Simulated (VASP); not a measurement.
ScAlN2 (space group I4_1/amd, No. 141). Coordinates: a cell listed in the Materials Project, as set up for an electronic-structure calculation.

```
Sc Al N
1.0
     4.39897    0.00000    0.00000
     0.00000    4.39897    0.00000
     0.00000    0.00000    8.39724
Sc Al N
4 4 8
Direct
  0.00000 0.00000 0.00000
  0.00000 0.50000 0.25000
  0.50000 0.50000 0.50000
  0.50000 0.00000 0.75000
  0.50000 0.50000 0.00000
  0.50000 0.00000 0.25000
  0.00000 0.00000 0.50000
  0.00000 0.50000 0.75000
  0.50000 0.50000 0.23751
  0.50000 0.00000 0.01249
  0.00000 0.00000 0.26249
  0.50000 0.00000 0.48751
  0.00000 0.00000 0.73751
  0.00000 0.50000 0.51249
  0.50000 0.50000 0.76249
  0.00000 0.50000 0.98751
```

Describe how the polyhedra about Al and Sc are linked (bonds: Al–N below 2.5 Å and N–Sc below 2.5 Å).

Al: AlN6 octahedron, sharing edges with twelve neighbours and corners with six neighbours; Sc: ScN6 octahedron, sharing corners with six neighbours and edges with twelve neighbours.

They form a three-dimensional framework of corner- and edge-sharing octahedra.

Centre to centre across a shared corner: 4.20 to 4.40 Å; across a shared edge: 3.04 to 3.11 Å.

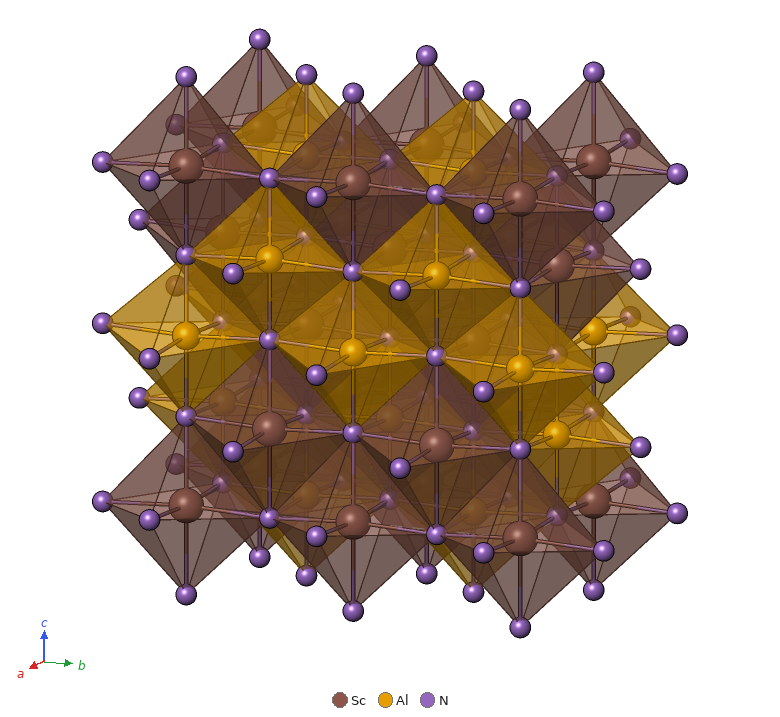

Polyhedra are drawn about Al and Sc (bonds: Al–N below 2.5 Å and N–Sc below 2.5 Å); other atoms are plain spheres.
